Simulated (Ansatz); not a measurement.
System: Si2Ni.

```
Si Ni
1.0
     2.69762   -2.69762    0.00000
     2.80352    2.80352    0.00000
     0.00000    0.00000    5.23435
Si Ni
4 2
Direct
  0.50000 0.00000 0.74571
  0.00000 0.50000 0.75429
  0.00000 0.50000 0.24571
  0.50000 0.00000 0.25429
  0.00000 0.00000 0.00000
  0.50000 0.50000 0.50000
```

Space group Immm; a structure from a database of computed crystals, not necessarily the ambient phase; changed on purpose from its base cell (uniaxial strain along a, b, c and atoms relaxed: +4.0 %); computed without spin polarisation.

All numbers below come from Ansatz, DFT PBEsol, scalar-relativistic, plane waves, PAW.

**What will maps of the valence pseudo-density and electron localisation function show?**

Si–Ni (2.33 Å): ρ at the midpoint is about 0.49 e/Å³; the ELF peaks at about 0.80 in the valence shell of Si, 0.9 Å from its nucleus, and is about 0.55 at the midpoint.
Si–Si (2.57 Å): ρ is about 0.37 e/Å³ halfway; the ELF peaks at about 0.75 between the atoms.
Si–Si (2.66 Å): ρ at the midpoint is about 0.33 e/Å³; the ELF peaks at about 0.70 between the atoms.

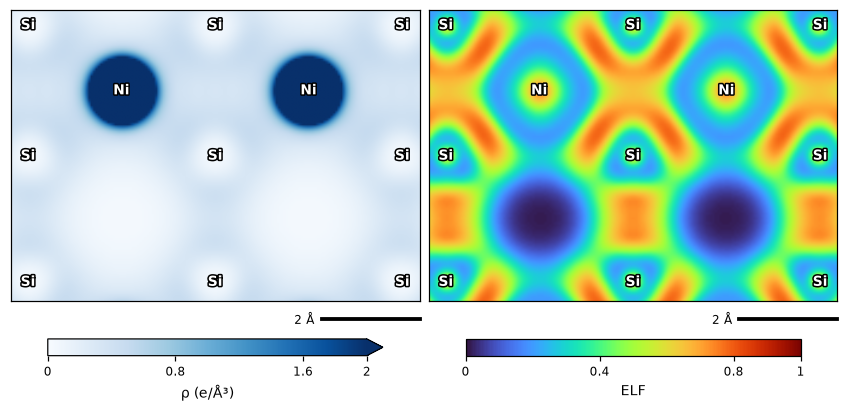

Computed valence pseudo-density and electron localisation function on the (010) plane of the conventional cell, in this order. 

In a PAW calculation such maps are meaningful between the atoms, not at the nuclei.
